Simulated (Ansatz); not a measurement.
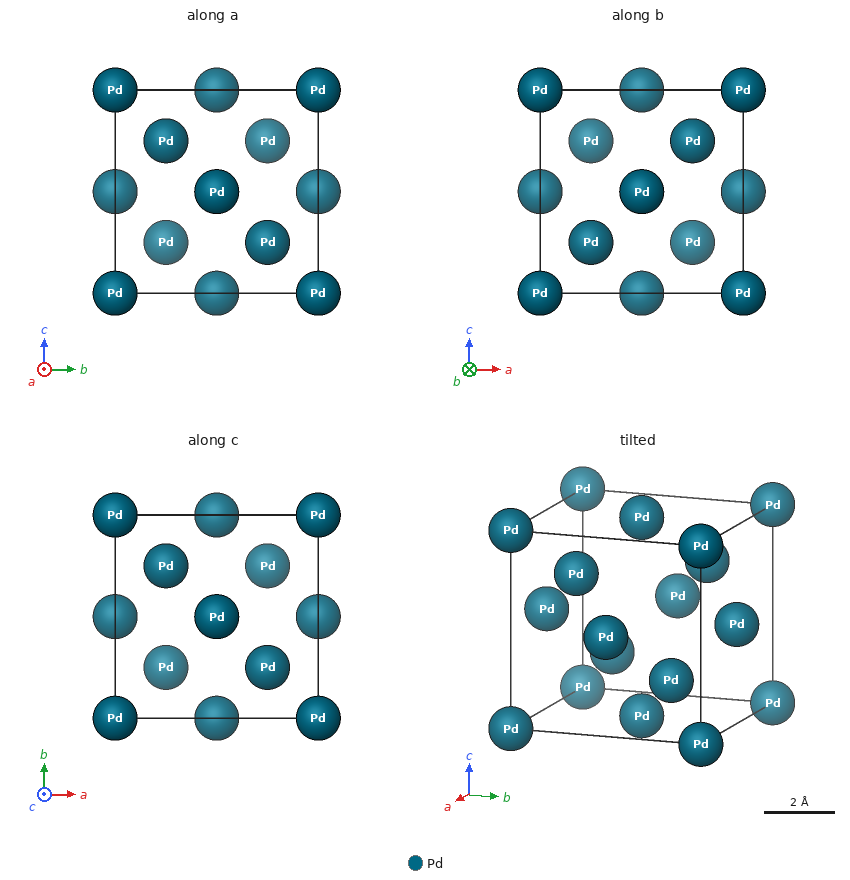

Spheres-only drawing of the structure, looking along the a axis, along the b axis, along the c axis and slightly off an axis. The edges of the conventional unit cell are marked.

Lattice parameters: a = 5.8838 Å, b = 5.8838 Å, c = 5.8838 Å, α = 90.000°, β = 90.000°, γ = 90.000°.

Question: Transcribe the picture into a CIF with its space group and independent sites.

Answer:
```cif
data_structure
_symmetry_space_group_name_H-M 'F d -3 m :1'
_symmetry_Int_Tables_number 227
_cell_length_a 5.8838
_cell_length_b 5.8838
_cell_length_c 5.8838
_cell_angle_alpha 90.000
_cell_angle_beta 90.000
_cell_angle_gamma 90.000
_cell_volume 203.69
loop_
_atom_site_label
_atom_site_type_symbol
_atom_site_symmetry_multiplicity
_atom_site_Wyckoff_symbol
_atom_site_fract_x
_atom_site_fract_y
_atom_site_fract_z
_atom_site_occupancy
Pd1 Pd 8 a 0.2500 0.7500 0.7500 1
```

The model was built from a structure type filled with this element by a generator (whether the element takes this form wasn't checked). Earlier steps of the study may have refined or changed the cell and positions. It went into a calculation with Ansatz.

At this level of theory the cell isn't at rest (stretched, at -5 GPa), so its distances can differ from those at equilibrium, the more so the softer the solid.
